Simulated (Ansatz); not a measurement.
# Geometry relaxation of HfO2 (part 2 of 2)

HfO2 (P6₃mc, 6 atoms in the cell); DFT, r2SCAN+rVV10, plane waves, PAW, no spin polarisation (Ansatz 0.2.0); cutoff 500 eV, 12×12×4 k-mesh, Fermi–Dirac smearing of 0.03 eV. The structure was built on a prototype by a generator. The geometry comes from this level: PBEsol.

Geometry of the input (Å; fractional positions):
```
3.2266  0.0000  0.0000
-1.6133  2.7943  0.0000
0.0000  0.0000  9.1861
Hf 0.3333  0.6667  0.6245
Hf 0.6667  0.3333  0.1245
O  0.6667  0.3333  0.7296
O  0.3333  0.6667  0.2296
O  0.0000  0.0000  0.0208
O  0.0000  0.0000  0.5208
```

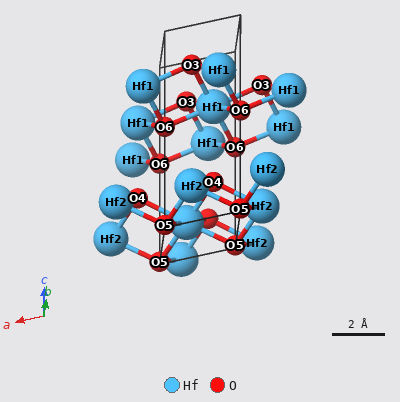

Figure 1. The geometry at step 4 of the log (ball-and-stick view of the cell of the calculation, seen at an oblique angle; bonded neighbours outside the cell are drawn too; atoms are numbered from 1 in the order of the input).

## What the program printed, continued
```
SCF iter   1: F=—  HF=-33744.452368 eV  |F-HF|=—  |Δ(HF+E_count)|=         —  Δρ=3.50e-4  dr2=5.61e-5  dr2_τ=5.75e-4  ethr=7.43e-8  ⟨swp⟩=3.6  Hψ=13993  notcnv=0
automatic band count: iteration 1 solves 44 bands in place of 46: the levels show a gap, and the empty bands left out lie too high to hold charge; the band table lists the bands solved (type scf.n_extra_bands for more)
preconditioner: auto → Resta (q_TF=auto, 2.722 Å⁻¹)  ε∞=5.0  [insulator: Δε(μ)=4.853 eV  Ē_g=17.837 eV  σ=0.030 eV  W_gap=1.00  n_scr=36 (ndim 8)  ℏωp=35.9 eV  f_vac=0.134  D(μ)=0.00/eV (n_scr^D=0)  ε∞_Penn≈5.0]
SCF iter   2: F=—  HF=-33744.452622 eV  |F-HF|=—  |Δ(HF+E_count)|=   2.53e-4  Δρ=1.72e-4  dr2=1.38e-5  dr2_τ=1.66e-6  ethr=7.38e-8  ⟨swp⟩=2.0  Hψ=4674  notcnv=0
SCF iter   3: F=—  HF=-33744.452621 eV  |F-HF|=—  |Δ(HF+E_count)|=   9.38e-8  Δρ=6.01e-5  dr2=2.55e-6  dr2_τ=2.94e-7  ethr=1.82e-8  ⟨swp⟩=2.6  Hψ=4457  notcnv=0
SCF iter   4: F=—  HF=-33744.452619 eV  |F-HF|=—  |Δ(HF+E_count)|=   2.89e-6  Δρ=2.05e-5  dr2=4.02e-7  dr2_τ=6.45e-8  ethr=3.35e-9  ⟨swp⟩=2.0  Hψ=4508  notcnv=0
SCF iter   5: F=—  HF=-33744.452619 eV  |F-HF|=—  |Δ(HF+E_count)|=   3.70e-8  Δρ=7.17e-6  dr2=4.83e-8  dr2_τ=4.88e-9  ethr=5.29e-10  ⟨swp⟩=2.0  Hψ=4078  notcnv=0
SCF iter   6: F=—  HF=-33744.452619 eV  |F-HF|=—  |Δ(HF+E_count)|=  9.02e-10  Δρ=5.31e-6  dr2=1.49e-8  dr2_τ=2.05e-9  ethr=1.34e-11  ⟨swp⟩=5.9  Hψ=11883  notcnv=0
SCF iter   7: F=-33744.452619 eV  HF=-33744.452619 eV  |F-HF|=1.46e-10  |Δ(HF+E_count)|=   2.95e-9  Δρ=1.23e-6  dr2=1.07e-9  dr2_τ=1.16e-10  ethr=1.34e-11  ⟨swp⟩=5.0  Hψ=11251  notcnv=0
SCF 7 converged in 7 iterations: F = -33744.452619 eV  dr2 = 1.07e-9
relax step   7: F+E_penalty+E_count = -33744.45261858 eV  Δ(F+E_penalty+E_count) = +3.121e-5 eV  max|allowed force component| = 1.031e-2 eV/Å  Δτ_max = 0.0013 Å  P = -0.091 GPa  Ω = 77.093 Å³  energy of the carried Pulay correction = +2.389e-3 eV  (7 SCF iters, dr2 threshold 1.02e-8 eV, accepted)
Crystal: 6 atoms, lattice volume = 77.068 Å³
rVV10 density: all electrons in the spheres
iter 1 solved again at ethr=5.77e-9 eV; its pass at ethr=3.10e-3 eV (dr2=4.38e-6 eV) is discarded
SCF iter   1: F=—  HF=-33744.452632 eV  |F-HF|=—  |Δ(HF+E_count)|=         —  Δρ=8.23e-5  dr2=3.93e-6  dr2_τ=2.86e-5  ethr=5.77e-9  ⟨swp⟩=2.0  Hψ=12503  notcnv=0
automatic band count: iteration 1 solves 44 bands in place of 46: the levels show a gap, and the empty bands left out lie too high to hold charge; the band table lists the bands solved (type scf.n_extra_bands for more)
preconditioner: auto → Resta (q_TF=auto, 2.722 Å⁻¹)  ε∞=5.0  [insulator: Δε(μ)=4.855 eV  Ē_g=17.840 eV  σ=0.030 eV  W_gap=1.00  n_scr=36 (ndim 8)  ℏωp=35.9 eV  f_vac=0.133  D(μ)=0.00/eV (n_scr^D=0)  ε∞_Penn≈5.0]
SCF iter   2: F=—  HF=-33744.452642 eV  |F-HF|=—  |Δ(HF+E_count)|=   1.02e-5  Δρ=4.13e-5  dr2=1.06e-6  dr2_τ=7.90e-8  ethr=5.17e-9  ⟨swp⟩=2.0  Hψ=4674  notcnv=0
SCF iter   3: F=—  HF=-33744.452642 eV  |F-HF|=—  |Δ(HF+E_count)|=   2.00e-7  Δρ=1.79e-5  dr2=2.58e-7  dr2_τ=3.22e-8  ethr=1.39e-9  ⟨swp⟩=2.0  Hψ=4218  notcnv=0
SCF iter   4: F=—  HF=-33744.452641 eV  |F-HF|=—  |Δ(HF+E_count)|=   8.57e-8  Δρ=5.52e-6  dr2=3.37e-8  dr2_τ=2.73e-9  ethr=3.40e-10  ⟨swp⟩=2.0  Hψ=4570  notcnv=0
SCF iter   5: F=-33744.452641 eV  HF=-33744.452641 eV  |F-HF|=3.46e-9  |Δ(HF+E_count)|=   2.50e-9  Δρ=2.18e-6  dr2=4.25e-9  dr2_τ=5.75e-10  ethr=3.95e-11  ⟨swp⟩=5.0  Hψ=11382  notcnv=0
SCF 8 converged in 5 iterations: F = -33744.452641 eV  dr2 = 4.25e-9
relax step   8: F+E_penalty+E_count = -33744.45264142 eV  Δ(F+E_penalty+E_count) = -2.285e-5 eV  max|allowed force component| = 3.040e-5 eV/Å  Δτ_max = 0.0003 Å  P = -0.001 GPa  Ω = 77.068 Å³  energy of the carried Pulay correction = +2.400e-3 eV  (5 SCF iters, dr2 threshold 3.00e-8 eV, accepted)
Basis set: ecut = 500 eV, 1945 PW (Γ), exchange–correlation on 108×108×288 points (64 copies of the dense FFT grid, shifted against one another)
rVV10 density: all electrons in the spheres
Initial wavefunctions: pseudopotential atomic-orbital guess (no wavefunctions were taken with the density)
iter 1 solved again at ethr=5.59e-8 eV; its pass at ethr=3.10e-3 eV (dr2=4.25e-5 eV) is discarded
SCF iter   1: F=—  HF=-33744.449402 eV  |F-HF|=—  |Δ(HF+E_count)|=         —  Δρ=3.07e-4  dr2=6.46e-6  dr2_τ=3.60e-5  ethr=5.59e-8  ⟨swp⟩=3.4  Hψ=16402  notcnv=0
preconditioner: auto → Resta (q_TF=auto, 2.722 Å⁻¹)  ε∞=4.7  [insulator: Δε(μ)=4.855 eV  Ē_g=18.658 eV  σ=0.030 eV  W_gap=1.00  n_scr=36 (ndim 8)  ℏωp=35.9 eV  f_vac=0.133  D(μ)=0.00/eV (n_scr^D=0)  ε∞_Penn≈4.7]
SCF iter   2: F=—  HF=-33744.449449 eV  |F-HF|=—  |Δ(HF+E_count)|=   4.74e-5  Δρ=1.60e-4  dr2=1.82e-6  dr2_τ=4.08e-6  ethr=8.50e-9  ⟨swp⟩=2.0  Hψ=4328  notcnv=0
SCF iter   3: F=—  HF=-33744.449455 eV  |F-HF|=—  |Δ(HF+E_count)|=   6.28e-6  Δρ=2.13e-5  dr2=9.55e-8  dr2_τ=7.21e-8  ethr=2.39e-9  ⟨swp⟩=2.0  Hψ=4332  notcnv=0
SCF iter   4: F=—  HF=-33744.449455 eV  |F-HF|=—  |Δ(HF+E_count)|=   8.06e-9  Δρ=4.17e-6  dr2=8.29e-9  dr2_τ=1.72e-9  ethr=1.26e-10  ⟨swp⟩=2.0  Hψ=4788  notcnv=0
SCF iter   5: F=—  HF=-33744.449455 eV  |F-HF|=—  |Δ(HF+E_count)|=   1.19e-9  Δρ=1.84e-6  dr2=1.35e-9  dr2_τ=3.31e-10  ethr=1.09e-11  ⟨swp⟩=2.0  Hψ=4059  notcnv=0
SCF iter   6: F=—  HF=-33744.449455 eV  |F-HF|=—  |Δ(HF+E_count)|=  9.75e-10  Δρ=5.53e-7  dr2=1.85e-10  dr2_τ=2.99e-11  ethr=1.78e-12  ⟨swp⟩=2.0  Hψ=4332  notcnv=0
SCF iter   7: F=-33744.449455 eV  HF=-33744.449455 eV  |F-HF|=7.28e-12  |Δ(HF+E_count)|=  4.37e-11  Δρ=1.59e-7  dr2=1.62e-11  dr2_τ=1.24e-12  ethr=1.00e-12  ⟨swp⟩=4.1  Hψ=9352  notcnv=0
SCF 9 converged in 7 iterations: F = -33744.449455 eV  dr2 = 1.62e-11
relax step   9: F+E_penalty+E_count = -33744.44945527 eV  Δ(F+E_penalty+E_count) = +3.186e-3 eV  max|allowed force component| = 2.877e-4 eV/Å  Δτ_max = 0.0000 Å  P = +0.024 GPa  Ω = 77.068 Å³  stress off target by 3.12e-2 GPa  SCF on the basis re-selected at this cell (its energy is not comparable with the rows above)  (7 SCF iters)
```

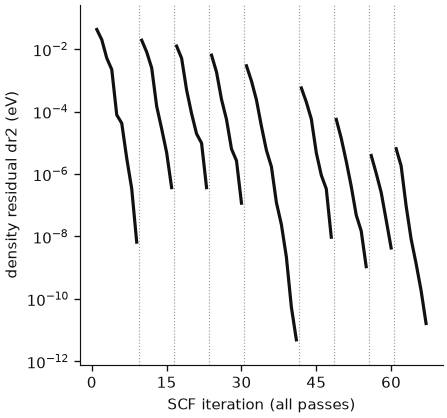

Figure 2. Convergence of the self-consistent field: density residual dr2 against the SCF iteration. The dotted lines part the SCF passes of the relaxation: geometry steps, rejected trials and re-solves on a re-selected basis. The 9 passes take 5 to 11 iterations each, 67 in all.

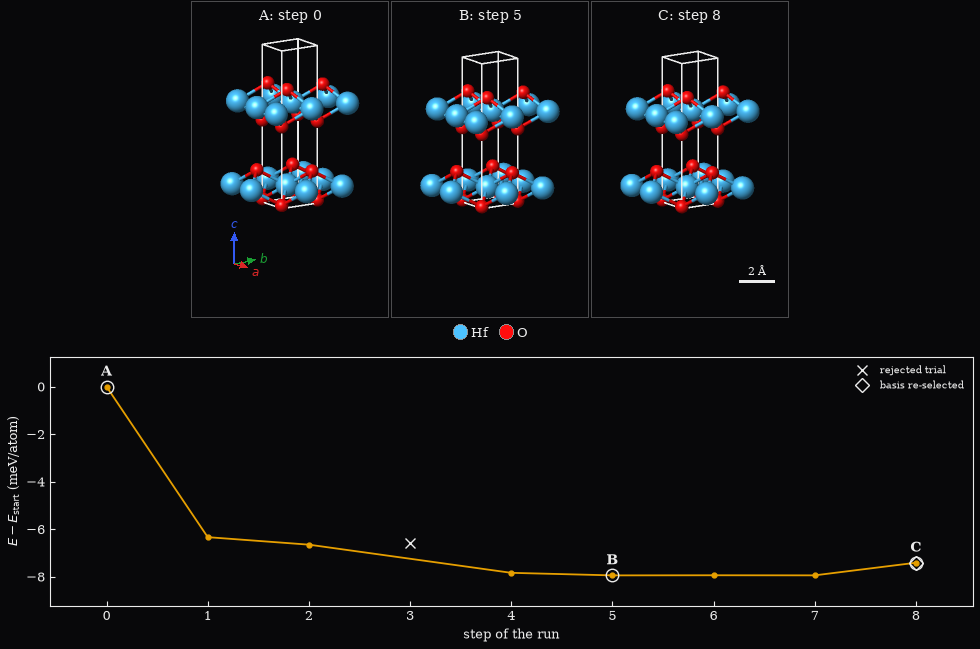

Figure 3. Frames of the relaxation (ball-and-stick view of the cell of the calculation, with bonded neighbours outside it, seen slightly off an axis) above the curves, on which the letters mark them (the first geometry is step 0 here and step 1 in the log).

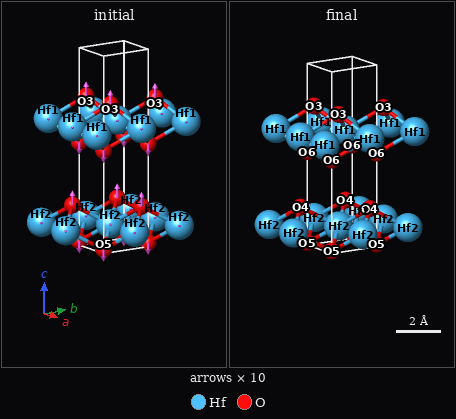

Figure 4. Before (left) and after (right) the relaxation, at one scale (ball-and-stick view of the cell of the calculation, with bonded neighbours outside it, seen slightly off an axis). The pink arrows give the displacements (without the part carried along by the change of the cell), magnified 10 times. The largest moves relative to the cell, 0.068 Å, are those of O3 and O4. By element the largest moves are O 0.068 Å, Hf 0.010 Å. Cell: a = b 3.227 → 3.245 Å (+0.6 %), c 9.186 → 8.453 Å (−8.0 %). Volume −7.0 %. Among the contacts that change: Hf1–O3 2.098 → 2.108 Å. The space group stays P6_3mc (No. 186). Over 7 geometry steps the energy falls by 7.9 meV per atom. The largest force component goes from 0.053 to 0.00029 eV/Å. The pressure goes from 0.04 to 0.02 GPa. The line search rejected the trial step at point 3 (counted from 0) and went back. A last SCF at the same geometry on a re-selected plane-wave basis shifts the energy by +0.5 meV per atom. (Atoms are counted from 1 in the order of the input.)

```
basis re-selected at this cell: Δ(F+E_penalty+E_count) = +3.186e-3 eV, ΔP = +0.025 GPa vs the last step (what re-selecting the basis moved, of the pressure what is left beyond the Pulay correction that the steps carried, after the strain that the cell walked since its last selection, with what the two solves' SCF thresholds leave and, on support functions, any second-order correction that the steps lacked; it is no measure of the basis error at this ecutwfc). The dense FFT grid was sized anew with the basis: this SCF ran on 27×27×72 points, the steps before it on 27×27×75, so part of this shift can come from that change (see relax.cell in the input reference). This SCF's stress stands 3.12e-2 GPa from its target on what of the cell is left free (relax.cell.stress_tol is 5.00e-2 GPa) and its largest allowed force component is 2.88e-4 eV/Å (relax.f_tol is 1.00e-2 eV/Å): within both
SCF converged after 7 iterations
Free energy (F): -33744.449455 eV
Harris-Foulkes:  -33744.449455 eV  (|F-HF|=7.28e-12)
Internal energy: -33744.449455 eV  (E = F + TS)
E sigma→0 (E₀):  -33744.449455 eV
Fermi energy:    13.873516 eV
--- Per-component energies (eV) ---
  E_band       = -219.087709
  E_kinetic    = 1547.338835
  E_local      = -13909.389695  (includes V_loc(G=0)·N_el)
  E_nonlocal   = -2304.467367
  E_hartree    = 6350.822845
  E_xc         = -854.171902
  E_vxc        = -1008.165955  (∫ρ·V_xc dr)
  E_paw        = -14543.556331  (= ΣΔE_a)
  E_vpaw       = 2697.942931  (= ΣTr[D̂ρ^β])
  E_aug_tail   = 0.003074  (compensation charges beyond the density's cutoff)
  E_vtau       = 56.004754  (kinetic-family band-sum trace: ∫τ·v_τ [+ j·A + Jᵃ·Aᵃ] dr)
  E_ewald      = -10031.544193
  E_core_change = 0.515280  (= ΣΔE_core)
  E_smearing   = -0.000000  (= −TS)
  E_closure    = 0.000000  (closes the sum)
  Σ components = -33744.449455   (vs F -33744.449455, Δ=0.00e0)
--- Forces (eV/Å), atoms counted from 1 ---
  atom   1  Hf    -0.00000000     0.00000000    -0.00004271
  atom   2  Hf     0.00000000    -0.00000000    -0.00004271
  atom   3  O      0.00000000    -0.00000000     0.00028921
  atom   4  O     -0.00000000     0.00000000     0.00028921
  atom   5  O      0.00000000    -0.00000000    -0.00024203
  atom   6  O      0.00000000     0.00000000    -0.00024203
  max |Σ_I F_I| component: 8.95e-6 eV/Å
--- Stress (GPa, compression-positive) ---
        0.020371       0.000000      -0.000000
        0.000000       0.020371      -0.000000
       -0.000000      -0.000000       0.031243
  P = ⅓ Tr σ = 0.0240 GPa (0.240 kbar)
--- Relaxed structure (8 steps of the walk, 7 accepted, 1 SCFs on fresh bases) ---
  F+E_penalty+E_count = -33744.44945527 eV   max|allowed force component| = 2.877e-4 eV/Å   (the final SCF, on the basis selected at the relaxed cell)
  cell:  # Å, volume = 77.0682 Å³
    - [3.244626330100928, -1.5206597061045038e-33, 4.7520615815765745e-34]
    - [-1.622313165050464, 2.8099288276552783, -8.960680470777682e-34]
    - [2.705782830965544e-34, 1.0823131323862176e-33, 8.453080428981831]
  atoms:
    - { symbol: Hf, position: [0.3333333333333333, 0.6666666666666666, 0.6233509305850685] }
    - { symbol: Hf, position: [0.6666666666666665, 0.3333333333333333, 0.12335093058506857] }
    - { symbol: O, position: [0.6666666666666665, 0.3333333333333333, 0.7376886285600487] }
    - { symbol: O, position: [0.3333333333333333, 0.6666666666666666, 0.23768862856004855] }
    - { symbol: O, position: [-3.294527069324855e-33, -3.3360318600654324e-33, 0.013962440854882881] }
    - { symbol: O, position: [4.070941338691123e-33, 4.073117809061238e-33, 0.5139624408548827] }
```

## Trajectory as extended XYZ (Å, eV, eV/Å), 9 frames, from step=1 to step=9
```
6
Lattice="3.2266 0.0000 0.0000 -1.6133 2.7943 0.0000 0.0000 0.0000 9.1861" Properties=species:S:1:pos:R:3:forces:R:3 step=1 energy=-33744.40500 pressure_GPa=0.04
Hf    0.0000    1.8629    5.7372    0.0000   0.0000  -0.0019
Hf    1.6133    0.9315    1.1441    0.0000   0.0000  -0.0019
O     1.6133    0.9315    6.7023    0.0000   0.0000   0.0527
O     0.0000    1.8629    2.1092    0.0000   0.0000   0.0527
O     0.0000    0.0000    0.1915    0.0000   0.0000  -0.0507
O     0.0000    0.0000    4.7845    0.0000   0.0000  -0.0507
6
Lattice="3.2321 0.0000 0.0000 -1.6160 2.7991 0.0000 0.0000 0.0000 8.7311" Properties=species:S:1:pos:R:3:forces:R:3 step=2 energy=-33744.44299 pressure_GPa=0.12
Hf    0.0000    1.8660    5.4527    0.0000   0.0000  -0.1122
Hf    1.6160    0.9330    1.0872    0.0000   0.0000  -0.1122
O     1.6160    0.9330    6.4154    0.0000   0.0000   0.0300
O     0.0000    1.8660    2.0498    0.0000   0.0000   0.0300
O     0.0000    0.0000    0.1372    0.0000   0.0000   0.0821
O     0.0000    0.0000    4.5027    0.0000   0.0000   0.0821
6
Lattice="3.2560 0.0000 0.0000 -1.6280 2.8197 0.0000 0.0000 0.0000 8.3066" Properties=species:S:1:pos:R:3:forces:R:3 step=3 energy=-33744.44489 pressure_GPa=0.46
Hf    0.0000    1.8798    5.1821    0.0000   0.0000  -0.1719
Hf    1.6280    0.9399    1.0288    0.0000   0.0000  -0.1719
O     1.6280    0.9399    6.1260    0.0000   0.0000   0.2494
O     0.0000    1.8798    1.9727    0.0000   0.0000   0.2494
O     0.0000    0.0000    0.1135    0.0000   0.0000  -0.0776
O     0.0000    0.0000    4.2668    0.0000   0.0000  -0.0776
6
Lattice="3.2562 0.0000 0.0000 -1.6281 2.8199 0.0000 0.0000 0.0000 8.4172" Properties=species:S:1:pos:R:3:forces:R:3 step=4 energy=-33744.44436 pressure_GPa=-2.43 accepted=F
Hf    0.0000    1.8799    5.2411    0.0000   0.0000   0.0860
Hf    1.6281    0.9400    1.0325    0.0000   0.0000   0.0860
O     1.6281    0.9400    6.2222    0.0000   0.0000  -0.2602
O     0.0000    1.8799    2.0136    0.0000   0.0000  -0.2602
O     0.0000    0.0000    0.1104    0.0000   0.0000   0.1744
O     0.0000    0.0000    4.3190    0.0000   0.0000   0.1744
6
Lattice="3.2480 0.0000 0.0000 -1.6240 2.8129 0.0000 0.0000 0.0000 8.3604" Properties=species:S:1:pos:R:3:forces:R:3 step=5 energy=-33744.45200 pressure_GPa=0.06
Hf    0.0000    1.8753    5.2104    0.0000   0.0000  -0.0324
Hf    1.6240    0.9376    1.0302    0.0000   0.0000  -0.0324
O     1.6240    0.9376    6.1753    0.0000   0.0000   0.0135
O     0.0000    1.8753    1.9951    0.0000   0.0000   0.0135
O     0.0000    0.0000    0.1099    0.0000   0.0000   0.0188
O     0.0000    0.0000    4.2900    0.0000   0.0000   0.0188
6
Lattice="3.2452 0.0000 0.0000 -1.6226 2.8104 0.0000 0.0000 0.0000 8.4400" Properties=species:S:1:pos:R:3:forces:R:3 step=6 energy=-33744.45265 pressure_GPa=0.03
Hf    0.0000    1.8736    5.2602    0.0000   0.0000   0.0128
Hf    1.6226    0.9368    1.0402    0.0000   0.0000   0.0128
O     1.6226    0.9368    6.2273    0.0000   0.0000  -0.0006
O     0.0000    1.8736    2.0073    0.0000   0.0000  -0.0006
O     0.0000    0.0000    0.1176    0.0000   0.0000  -0.0121
O     0.0000    0.0000    4.3376    0.0000   0.0000  -0.0121
6
Lattice="3.2450 0.0000 0.0000 -1.6225 2.8103 0.0000 0.0000 0.0000 8.4538" Properties=species:S:1:pos:R:3:forces:R:3 step=7 energy=-33744.45262 pressure_GPa=-0.09
Hf    0.0000    1.8735    5.2700    0.0000   0.0000  -0.0065
Hf    1.6225    0.9368    1.0431    0.0000   0.0000  -0.0065
O     1.6225    0.9368    6.2362    0.0000   0.0000  -0.0038
O     0.0000    1.8735    2.0094    0.0000   0.0000  -0.0038
O     0.0000    0.0000    0.1178    0.0000   0.0000   0.0103
O     0.0000    0.0000    4.3447    0.0000   0.0000   0.0103
6
Lattice="3.2446 0.0000 0.0000 -1.6223 2.8099 0.0000 0.0000 0.0000 8.4531" Properties=species:S:1:pos:R:3:forces:R:3 step=8 energy=-33744.45264 pressure_GPa=-0.00
Hf    0.0000    1.8733    5.2692    0.0000   0.0000   0.0000
Hf    1.6223    0.9366    1.0427    0.0000   0.0000   0.0000
O     1.6223    0.9366    6.2357    0.0000   0.0000   0.0000
O     0.0000    1.8733    2.0092    0.0000   0.0000   0.0000
O     0.0000    0.0000    0.1180    0.0000   0.0000   0.0000
O     0.0000    0.0000    4.3446    0.0000   0.0000   0.0000
6
Lattice="3.2446 0.0000 0.0000 -1.6223 2.8099 0.0000 0.0000 0.0000 8.4531" Properties=species:S:1:pos:R:3:forces:R:3 step=9 energy=-33744.44946 pressure_GPa=0.02
Hf    0.0000    1.8733    5.2692    0.0000   0.0000   0.0000
Hf    1.6223    0.9366    1.0427    0.0000   0.0000   0.0000
O     1.6223    0.9366    6.2357    0.0000   0.0000   0.0003
O     0.0000    1.8733    2.0092    0.0000   0.0000   0.0003
O     0.0000    0.0000    0.1180    0.0000   0.0000  -0.0002
O     0.0000    0.0000    4.3446    0.0000   0.0000  -0.0002
```

## Key numbers

```csv
quantity,value
outcome,converged
space group (tolerance 0.01 Å),P6₃mc (186)
electrons treated,76
free energy,−33744.4495 eV
Fermi energy,13.874 eV
pressure,0.02 GPa
final volume,77.07 Å³
largest force (length of the vector) at the end,under 0.001 eV/Å
final cell,"a = 3.245 Å, b = 3.245 Å, c = 8.453 Å, α = 90.00°, β = 90.00°, γ = 120.00°"
wall time,3.2 min (CPU time 6.3 min)
peak memory,0.67 GiB
```

## Notes

Spin–orbit coupling is left out, which matters for Hf.
